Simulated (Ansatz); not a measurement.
AlN

```
CELL_PARAMETERS angstrom
0.00000 -4.07063 0.00000
0.00000 0.00000 -4.07063
4.07063 0.00000 0.00000
ATOMIC_POSITIONS crystal
Al 0.25088 0.00000 0.75001
Al 0.75088 0.50000 0.75001
Al 0.74912 0.00000 0.24999
Al 0.24912 0.50000 0.24999
N 0.25467 0.00000 0.24243
N 0.75467 0.50000 0.24243
N 0.74533 0.00000 0.75757
N 0.24533 0.50000 0.75757
```

Space group C2/m; a structure from a database of computed crystals, not necessarily the ambient phase; not relaxed (largest force 0.8 eV/Å).

Computed with Ansatz, DFT PBE, scalar-relativistic, plane waves, PAW.

The density is the valence pseudo-density of a PAW calculation; it isn't the true density close to the nuclei.

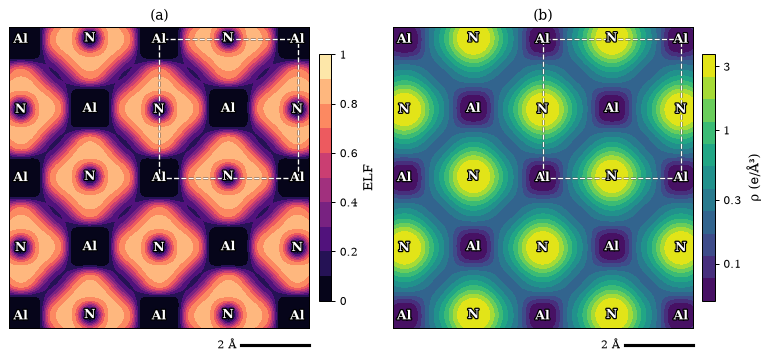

Figure 1. (a) ELF; (b) valence pseudo-density on the (100) plane of the conventional cell.

What do the fields say about this system?

The section cuts through Al and N sites.
Al–N (2.00 Å): ρ at the midpoint is about 0.54 e/Å³; the ELF peaks at about 0.85 in the valence shell of N, 0.8 Å from its nucleus, and is about 0.80 at the midpoint.
Al–N (2.04 Å): ρ at the midpoint is about 0.51 e/Å³; the ELF peaks at about 0.85 in the valence shell of N, 0.8 Å from its nucleus, and is about 0.80 at the midpoint.
Between the atoms the lowest density in this plane is 0.2 e/Å³.

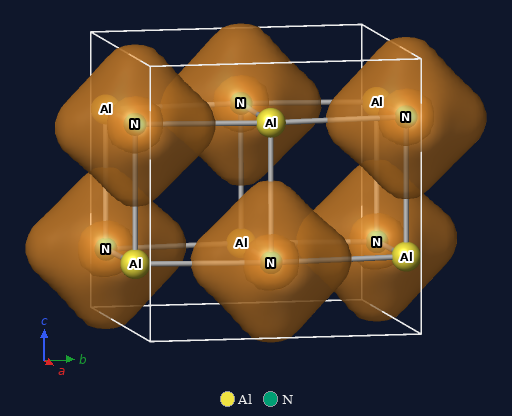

Figure 2. Isosurface of the electron localisation function at 0.65 (orange), seen slightly off an axis. Only the valence region is drawn (cores and ρ < 0.01 e/Å³ removed). Sticks mark near contacts.

Describe the localisation domains.

The ELF exceeds this value in four regions on N in which the atom's valence shell and bonds are merged, counted in one cell of 8 atoms. Regions shared between cells count once. Profiles from the grid: Al–N (2.06 Å): the ELF peaks at about 0.85 in the valence shell of N, 0.7 Å from its nucleus, and is about 0.80 at the midpoint.

Does the calculation give a band gap?

It is gapped, with a Kohn–Sham gap of 4.4 eV on the k-point mesh (the band edges may lie off the mesh, which would make the gap smaller).
